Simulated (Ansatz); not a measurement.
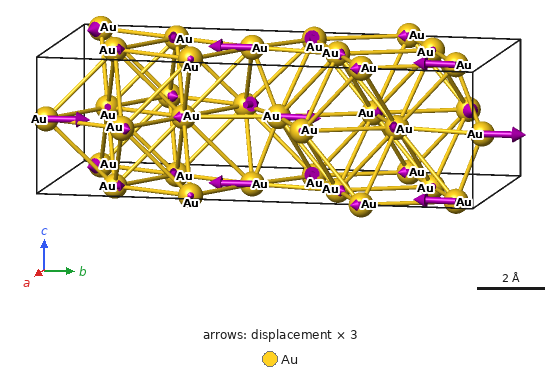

This is a relaxation of an interface cell of composition Au. The starting structure is drawn; purple arrows show the displacements (the part carried along by the change of the cell is left out), 3 times their true length.

A ball-and-stick model of the cell of the calculation, reduced to other axes (origin shifted), seen slightly off an axis. Lengths and directions refer to the drawn axes.

Case: symmetric tilt boundary Sigma 5 (3 1 0), mirror between planes, shift [0.5, 0].

These are results of Ansatz, DFT PBE, scalar-relativistic, plane waves, PAW, not measurements. Settings: plane-wave cutoff 420 eV; k-point mesh 8 × 6 × 3; occupations gaussian; smearing width 0.1 eV; no spin polarisation; cell relaxed at fixed a, b, alpha, beta, gamma; force threshold 0.02 eV/Å; at most 60 steps.

### Describe the change and its energy.

The largest moves relative to the cell, 0.45 Å, are those of Au atoms. Cell: a unchanged at 6.575 Å, b 13.449 → 14.080 Å (+4.7 %), c unchanged at 4.158 Å. Volume +4.7 %. Some distances before and after: Au–Au 2.857 → 3.521 Å, Au–Au 2.230 → 2.712 Å, Au–Au 2.457 → 2.888 Å, Au–Au 2.940 → 3.283 Å. The energy falls by 8.274 eV per cell of the calculation in 5 accepted moves (6 points after the start). Largest force component: 8.7 eV/Å at the start, 0.0038 eV/Å at the end. The pressure goes from 17.20 to −0.28 GPa. The SCF was repeated once at an unchanged geometry on a basis and grid sized afresh for the cell, which shifted the energy by 5.1 meV per cell of the calculation at most. Cost: 15 min on 4 threads of Intel(R) Xeon(R) Processor @ 2.50GHz (Skylake/Cascade Lake), on a shared host, peak memory 3.2 GiB.
